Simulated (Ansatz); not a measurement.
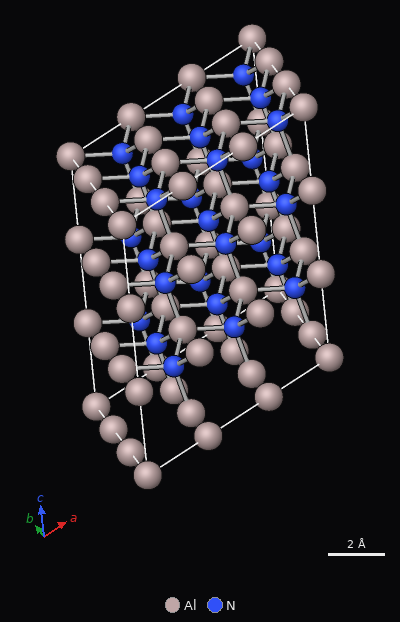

The input geometry (ball-and-stick view of the cell of the calculation, seen slightly off an axis). An atom can appear more than once, as a periodic image. Near neighbours in the periodic cell (some may lie outside the picture): Al has 4 N at 1.89 Å; N has 4 Al at 1.89 Å.

# Single-point calculation, with input and output: AlN (part 1 of 2)

- system: AlN (54 atoms in the cell)
- method: DFT PBE, scalar-relativistic, plane waves, PAW, no spin polarisation (Ansatz 0.2.0)

The structure derives from a Materials Project entry.

## What the program printed
```
Warning: the atoms were moved onto the symmetric positions of the space group found under crystal.symmetry.tolerance 1.0e-5 (fractional; no operation is sought that the atoms, as they stand in a round, miss by more than twice it, and no atom is moved by as much as it), and the run uses the moved positions. Before a round's move an operation carried an atom to 1.51e-5 Å from where it should land, the largest such distance. Atom 13 (counting from 0) moved farthest, by 7.57e-6 Å; the longest move in fractions of the cell, of whichever atom, is 0.05 of the tolerance, in 1 round. To run the atoms as typed, lower crystal.symmetry.tolerance until the operations that they miss are no longer found, or set crystal.symmetry.detect: false (a key that needs symmetry detection or time reversal refuses this as the deck is read). The positions used, in the order of the run's atom list: position: [0.0, 0.0, 0.0]; position: [0.0, 0.0, 0.3333333333333333]; position: [0.0, 0.0, 0.6666666666666666]; position: [0.0, 0.3333333333333333, 0.0]; position: [0.0, 0.3333333333333333, 0.3333333333333333]; position: [0.0, 0.3333333333333333, 0.6666666666666666]; position: [0.0, 0.6666666666666666, 0.0]; position: [0.0, 0.6666666666666666, 0.3333333333333333]; position: [0.0, 0.6666666666666666, 0.6666666666666666]; position: [0.3333333333333333, 0.0, 0.0]; position: [0.3333333333333333, 0.0, 0.3333333333333333]; position: [0.3333333333333333, 0.0, 0.6666666666666666]; position: [0.3333333333333333, 0.3333333333333333, 0.0]; position: [0.3333333333333333, 0.3333333333333333, 0.3333333333333333]; position: [0.3333333333333333, 0.3333333333333333, 0.6666666666666666]; position: [0.3333333333333333, 0.6666666666666666, 0.0]; position: [0.3333333333333333, 0.6666666666666666, 0.3333333333333333]; position: [0.3333333333333333, 0.6666666666666666, 0.6666666666666666]; position: [0.6666666666666666, 0.0, 0.0]; position: [0.6666666666666666, 0.0, 0.3333333333333333]; position: [0.6666666666666666, 0.0, 0.6666666666666666]; position: [0.6666666666666666, 0.3333333333333333, 0.0]; position: [0.6666666666666666, 0.3333333333333333, 0.3333333333333333]; position: [0.6666666666666666, 0.3333333333333333, 0.6666666666666666]; position: [0.6666666666666666, 0.6666666666666666, 0.0]; position: [0.6666666666666666, 0.6666666666666666, 0.3333333333333333]; position: [0.6666666666666666, 0.6666666666666666, 0.6666666666666666]; position: [0.25, 0.25, 0.25]; position: [0.25, 0.25, 0.5833333333333333]; position: [0.25, 0.25, 0.9166666666666666]; position: [0.25, 0.5833333333333333, 0.25]; position: [0.25, 0.5833333333333333, 0.5833333333333333]; position: [0.25, 0.5833333333333333, 0.9166666666666666]; position: [0.25, 0.9166666666666666, 0.25]; position: [0.25, 0.9166666666666666, 0.5833333333333333]; position: [0.25, 0.9166666666666666, 0.9166666666666666]; position: [0.5833333333333333, 0.25, 0.25]; position: [0.5833333333333333, 0.25, 0.5833333333333333]; position: [0.5833333333333333, 0.25, 0.9166666666666666]; position: [0.5833333333333333, 0.5833333333333333, 0.25]; position: [0.5833333333333333, 0.5833333333333333, 0.5833333333333333]; position: [0.5833333333333333, 0.5833333333333333, 0.9166666666666666]; position: [0.5833333333333333, 0.9166666666666666, 0.25]; position: [0.5833333333333333, 0.9166666666666666, 0.5833333333333333]; position: [0.5833333333333333, 0.9166666666666666, 0.9166666666666666]; position: [0.9166666666666666, 0.25, 0.25]; position: [0.9166666666666666, 0.25, 0.5833333333333333]; position: [0.9166666666666666, 0.25, 0.9166666666666666]; position: [0.9166666666666666, 0.5833333333333333, 0.25]; position: [0.9166666666666666, 0.5833333333333333, 0.5833333333333333]; position: [0.9166666666666666, 0.5833333333333333, 0.9166666666666666]; position: [0.9166666666666666, 0.9166666666666666, 0.25]; position: [0.9166666666666666, 0.9166666666666666, 0.5833333333333333]; position: [0.9166666666666666, 0.9166666666666666, 0.9166666666666666];
Engine: ansatz 0.2.0, aarch64-unknown-linux-gnu
Pseudopotentials: kind: paw
Pseudopotential: Al, paw, valence charge 3, recommended cutoff 420 eV (normal), Al.paw.azcp
Pseudopotential: N, paw, valence charge 5, recommended cutoff 420 eV (normal), N.paw.azcp
Functional definition: PBE
  parameter kappa = 0.804
  parameter beta = 0.06672455060314922
  exchange = pbe_x(kappa = kappa, mu = beta*pi^2/3)
  correlation = pbe_c(beta = beta)
Crystal: 54 atoms, lattice volume = 562.533 Å³
Basis set: ecut = 420 eV, 10969 PW (Γ), exchange–correlation on 128×128×128 points (8 copies of the dense FFT grid, shifted against one another)
Bands: 162, of which v1, the nominal top of the filled ones, is band 108 counted from 1 (107 counted from 0)
Symmetry: 648 space group operations
Space group: F-43m (ITA 216), of the structure as read, at distance tolerance 8.3e-5 Å
k-points: 3 of 8
Non-local potential: Al, projectors of the file, l = 0: 2, l = 1: 2, l = 2: 1
Non-local potential: N, projectors of the file, l = 0: 2, l = 1: 2, l = 2: 1
PAW form: soft (Blöchl's): semilocal exchange-correlation on the pseudo side does not see the compensation charge
PAW one-centre angular grid: Al, 110 points (default); XC on 64 Gauss nodes
PAW one-centre angular grid: N, 110 points (default); XC on 64 Gauss nodes
Initial density: superposition of atomic densities (neutral atoms: chi_scale 0, normalization atom), corrected by the library's trained network
Initial wavefunctions: pseudopotential atomic-orbital guess
Functional: x = pbe(κ = 0.804, μ = 0.2195149727645171), c = pbe(β = 0.06672455060314922)
SCF iter   1: F=—  HF=-24953.442007 eV  |F-HF|=—  |Δ(HF+E_count)|=         —  Δρ=7.39e-4  dr2=9.72e-4  ethr=1.77e-3  ⟨swp⟩=5.0  Hψ=1990  notcnv=0  defer=85
preconditioner: auto → Resta (q_TF=auto, 2.326 Å⁻¹)  ε∞=4.0  [insulator: Δε(μ)=3.327 eV  Ē_g=13.243 eV  σ=0.050 eV  W_gap=1.00  n_scr=112 (ndim 8)  ℏωp=23.0 eV  f_vac=0.000  D(μ)=0.00/eV (n_scr^D=0)  ε∞_Penn≈4.0]
SCF iter   2: F=—  HF=-24953.442731 eV  |F-HF|=—  |Δ(HF+E_count)|=   7.24e-4  Δρ=3.60e-4  dr2=2.42e-4  ethr=4.50e-7  ⟨swp⟩=2.0  Hψ=892  notcnv=0  defer=112
SCF iter   3: F=—  HF=-24953.443625 eV  |F-HF|=—  |Δ(HF+E_count)|=   8.94e-4  Δρ=1.41e-4  dr2=4.71e-5  ethr=1.12e-7  ⟨swp⟩=2.0  Hψ=594  notcnv=0  defer=10
automatic band count: iteration 3 solves 125 bands in place of 162: the levels show a gap, and the empty bands left out lie too high to hold charge; the band table lists the bands solved (type scf.n_extra_bands for more)
SCF iter   4: F=—  HF=-24953.444188 eV  |F-HF|=—  |Δ(HF+E_count)|=   5.64e-4  Δρ=2.06e-5  dr2=1.68e-6  ethr=2.18e-8  ⟨swp⟩=2.0  Hψ=631  notcnv=0  defer=10
SCF iter   5: F=—  HF=-24953.444190 eV  |F-HF|=—  |Δ(HF+E_count)|=   1.59e-6  Δρ=7.36e-6  dr2=2.33e-7  ethr=7.80e-10  ⟨swp⟩=2.0  Hψ=665  notcnv=0  defer=10
SCF iter   6: F=-24953.444190 eV  HF=-24953.444190 eV  |F-HF|=8.92e-9  |Δ(HF+E_count)|=   5.88e-8  Δρ=2.32e-6  dr2=1.89e-8  ethr=4.63e-11  ⟨swp⟩=7.7  Hψ=1372  notcnv=0
SCF 1 converged in 6 iterations: F = -24953.444190 eV  dr2 = 1.89e-8
  greatest PAW one-centre occupation: 0.788 electrons in one spin orbital (limit 2), on the N atom at site 53 (counted from 0), in its partial waves of l = 0
SCF converged after 6 iterations
Free energy (F): -24953.444190 eV
Harris-Foulkes:  -24953.444190 eV  (|F-HF|=8.92e-9)
Internal energy: -24953.444190 eV  (E = F + TS)
E sigma→0 (E₀):  -24953.444190 eV
Fermi energy:    8.634988 eV
--- Per-component energies (eV) ---
  E_band       = 415.922893
  E_kinetic    = 4307.168254
  E_local      = -6015.945286  (includes V_loc(G=0)·N_el)
  E_nonlocal   = 1498.983059
  E_hartree    = 2085.136982
  E_xc         = -2750.061179
  E_vxc        = -2915.491704  (∫ρ·V_xc dr)
  E_paw        = -16070.433065  (= ΣΔE_a)
  E_vpaw       = -629.078226  (= ΣTr[D̂ρ^β])
  E_aug_tail   = 0.002641  (compensation charges beyond the density's cutoff)
  E_ewald      = -8008.295596
  E_smearing   = -0.000000  (= −TS)
  E_closure    = -0.000000  (closes the sum)
  Σ components = -24953.444190   (vs F -24953.444190, Δ=0.00e0)
--- Forces (eV/Å), atoms counted from 1 ---
  atom   1  Al    -0.00000000     0.00000000    -0.00000000
  atom   2  Al    -0.00000000     0.00000000    -0.00000000
  atom   3  Al    -0.00000000     0.00000000    -0.00000000
  atom   4  Al    -0.00000000     0.00000000    -0.00000000
  atom   5  Al    -0.00000000     0.00000000    -0.00000000
  atom   6  Al    -0.00000000     0.00000000    -0.00000000
  atom   7  Al    -0.00000000     0.00000000    -0.00000000
  atom   8  Al    -0.00000000     0.00000000    -0.00000000
  atom   9  Al    -0.00000000     0.00000000    -0.00000000
  atom  10  Al    -0.00000000     0.00000000    -0.00000000
  atom  11  Al    -0.00000000     0.00000000    -0.00000000
  atom  12  Al    -0.00000000     0.00000000    -0.00000000
  atom  13  Al    -0.00000000     0.00000000     0.00000000
  atom  14  Al    -0.00000000     0.00000000    -0.00000000
  atom  15  Al    -0.00000000     0.00000000     0.00000000
  atom  16  Al    -0.00000000     0.00000000     0.00000000
  atom  17  Al    -0.00000000     0.00000000    -0.00000000
  atom  18  Al    -0.00000000     0.00000000    -0.00000000
  atom  19  Al    -0.00000000     0.00000000    -0.00000000
  atom  20  Al    -0.00000000    -0.00000000    -0.00000000
  atom  21  Al    -0.00000000     0.00000000    -0.00000000
  atom  22  Al    -0.00000000    -0.00000000    -0.00000000
  atom  23  Al    -0.00000000     0.00000000    -0.00000000
  atom  24  Al    -0.00000000     0.00000000    -0.00000000
  atom  25  Al    -0.00000000    -0.00000000    -0.00000000
  atom  26  Al    -0.00000000     0.00000000    -0.00000000
  atom  27  Al    -0.00000000     0.00000000    -0.00000000
  atom  28  N      0.00000000    -0.00000000     0.00000000
  atom  29  N      0.00000000    -0.00000000     0.00000000
  atom  30  N      0.00000000    -0.00000000     0.00000000
  atom  31  N      0.00000000     0.00000000     0.00000000
  atom  32  N      0.00000000    -0.00000000     0.00000000
  atom  33  N      0.00000000     0.00000000     0.00000000
  atom  34  N      0.00000000    -0.00000000     0.00000000
  atom  35  N      0.00000000    -0.00000000     0.00000000
  atom  36  N      0.00000000    -0.00000000     0.00000000
  atom  37  N      0.00000000     0.00000000     0.00000000
  atom  38  N      0.00000000     0.00000000    -0.00000000
  atom  39  N      0.00000000     0.00000000    -0.00000000
  atom  40  N      0.00000000     0.00000000     0.00000000
  atom  41  N      0.00000000    -0.00000000     0.00000000
  atom  42  N      0.00000000    -0.00000000     0.00000000
  atom  43  N     -0.00000000     0.00000000     0.00000000
  atom  44  N     -0.00000000     0.00000000     0.00000000
  atom  45  N     -0.00000000     0.00000000     0.00000000
  atom  46  N      0.00000000    -0.00000000    -0.00000000
  atom  47  N      0.00000000    -0.00000000    -0.00000000
  atom  48  N      0.00000000    -0.00000000    -0.00000000
  atom  49  N      0.00000000    -0.00000000    -0.00000000
  atom  50  N      0.00000000    -0.00000000    -0.00000000
  atom  51  N      0.00000000    -0.00000000    -0.00000000
  atom  52  N      0.00000000    -0.00000000    -0.00000000
  atom  53  N      0.00000000    -0.00000000    -0.00000000
  atom  54  N      0.00000000    -0.00000000    -0.00000000
  max |Σ_I F_I| component: 5.40e-16 eV/Å
--- Band table (eV) ---
```
